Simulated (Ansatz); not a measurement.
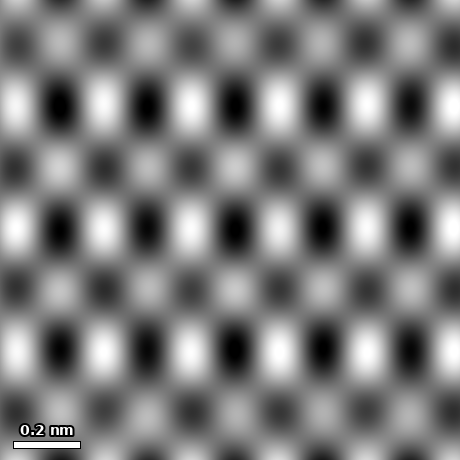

Phase-contrast TEM-like image of Rh (P6/mmm, No. 191) along [100]. Simulated in the weak-phase-object approximation with neutral-atom potentials: 200 kV, Cs = 0.60 mm, defocus −465 Å (negative is underfocus), defocus spread 40 Å, aperture 0.49 1/Å. The speckle of an amorphous layer was added. Model: the geometry relaxed with DFT, PBE, plane waves (420 eV) with PAW, scalar-relativistic in Ansatz 0.2.0; the starting structure was generated, so it need not be a known form of this composition.

Question: Do the atom columns appear dark or bright, and why?

Answer: Dark. With positive Cs and underfocus sin χ is negative over the pass band, so the strongest columns (Rh) come out darker than the background.

Question: What point resolution do these settings give, and which lattice spacings pass?

Answer: About 2.1 Å (0.66 |Cs|^(1/4) λ^(3/4) with λ = 0.0251 Å). The spacings that carry visible contrast are {001} at 2.66 Å, {101} at 2.17 Å. Columns 1.25 Å apart are closer than that and merge.
